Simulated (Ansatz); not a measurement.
# Si: what the fields show

```
Si
1.0
     2.71547   -2.71547    0.00000
     0.00000    2.71547   -2.71547
     8.89504    8.89504    8.89504
Si
6
Direct
  0.66667 0.33333 0.02544
  0.33333 0.66667 0.82192
  0.00000 0.00000 0.22896
  0.66667 0.33333 0.17808
  0.33333 0.66667 0.97456
  0.00000 0.00000 0.77104
```

Space group P-3m1; not relaxed (largest force 0.8 eV/Å).

Method: DFT PBE, scalar-relativistic, plane waves, PAW (Ansatz).

The density is the valence pseudo-density of a PAW calculation; it isn't the true density close to the nuclei.

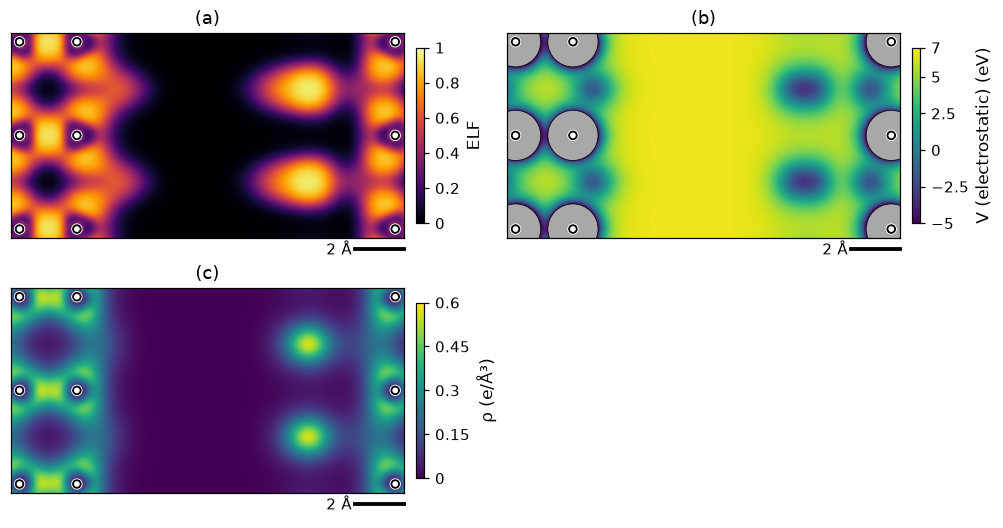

Figure 1. (a) electron localisation function; (b) electrostatic potential energy of an electron; (c) valence charge density (pseudo) on the (11̄0) plane of the conventional cell. Circles mark the nuclei in the plane (Si). Grey discs cover the atomic cores in the potential map.

### Read the bonding off the picture.

The plane passes through Si nuclei. Si–Si (2.35 Å): the density is about 0.53 e/Å³ at the midpoint; the ELF peaks at about 0.90 between the atoms (a shared electron pair). The density dies away to nearly zero in the voids. Outside the cores the potential energy rises away from the atoms and is highest about 4.5 Å from the nearest atoms; its zero is arbitrary.

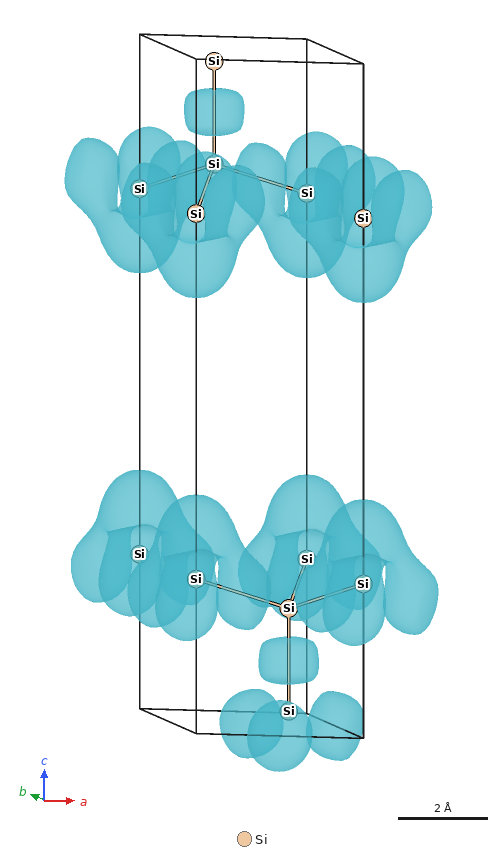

Figure 2. Isosurface of the ELF at 0.75 (cyan), seen slightly off an axis. Only the valence region is drawn (cores and ρ < 0.01 e/Å³ removed). Sticks mark near contacts.

### Identify the bonds, lone pairs and shells in this picture.

The surface consists of five regions between bonded Si–Si atoms (shared pairs) and two regions on Si in which the atom's valence shell and bonds are merged, counted in one cell of 6 atoms. Any copies at cell faces, edges or corners count once.
